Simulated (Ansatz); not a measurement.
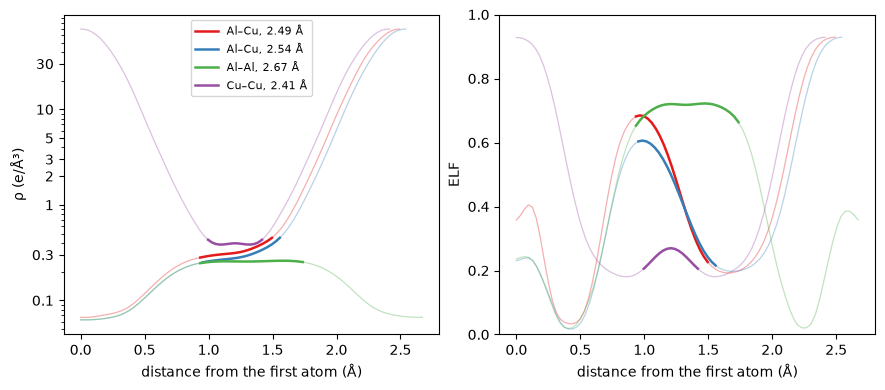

*Al$_{5}$Cu$_{3}$ (slab). Valence pseudo-density and electron localisation function along straight lines between neighbouring atoms. Thin, pale parts lie inside the atomic spheres.*

Computed without spin polarisation.

The calculation used Ansatz, DFT PBEsol, scalar-relativistic, plane waves, PAW.

Core electrons are frozen (PAW), and the valence fields are smoothed inside the atomic spheres.

Question: Compare the contacts.

Answer: Al–Cu (2.49 Å): ρ at the midpoint is about 0.32 e/Å³; the ELF peaks at about 0.70 between the atoms.
Al–Cu (2.54 Å): ρ is about 0.29 e/Å³ halfway; the ELF peaks at about 0.60 between the atoms.
Al–Al (2.67 Å): ρ at the midpoint is about 0.26 e/Å³; the ELF peaks at about 0.70 between the atoms.
Cu–Cu (2.41 Å): the density is about 0.4 e/Å³ at the midpoint; the ELF is about 0.25 at the midpoint: no shared electron pair shows on this line.
